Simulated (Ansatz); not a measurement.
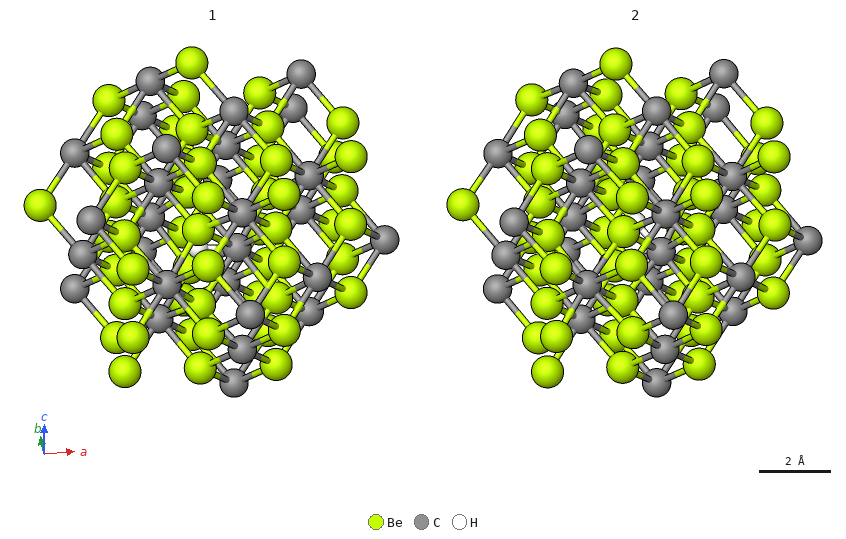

Two geometries of a defect cell of composition Be64C32H (cell charge −1), drawn at one scale. One is the start of a relaxation, the other its converged end. A ball-and-stick model of the atoms within 5.0 Å of the atom that moves most (axes of the cell of the calculation (origin shifted)), seen from a free direction.

Level of theory: Ansatz, DFT, PBEsol, PAW, plane waves. (plane-wave cutoff 420 eV; k-point mesh 1 × 1 × 1; mesh shifted by (0.25, 0.25, 0.25); collinear spin; atoms relaxed in a fixed cell; force threshold 0.03 eV/Å; at most 80 steps)

> Which geometry has the lower energy?

Structure 1 is the relaxed one. Over 12 accepted moves (17 points after the start) the energy falls by 2.868 eV per cell of the calculation. The largest force component goes from 5.5 to 0.019 eV/Å. The line search rejected the trial steps at points 4, 8, 13, 14, 16 of the run. The H atom moves most: 0.89 Å along [−1 −1 −1]. Largest moves by element: H 0.89 Å, Be 0.20 Å, C 0.12 Å. The cell stays as it was. Near-neighbour distances that change, for instance: Be–H 1.098 → 1.693 Å, Be–C 1.912 → 2.100 Å, Be–C 1.869 → 2.032 Å, Be–C 1.700 → 1.855 Å. Bond angles that change, for instance: C–Be–C 115.0° → 105.0°, C–Be–C 114.4° → 104.9°, C–Be–C 112.6° → 105.8°. The program noted that the starting moments weren't kept.

Limits of the set-up: the cell is charged, on a uniform background, and energies carry no finite-size correction.
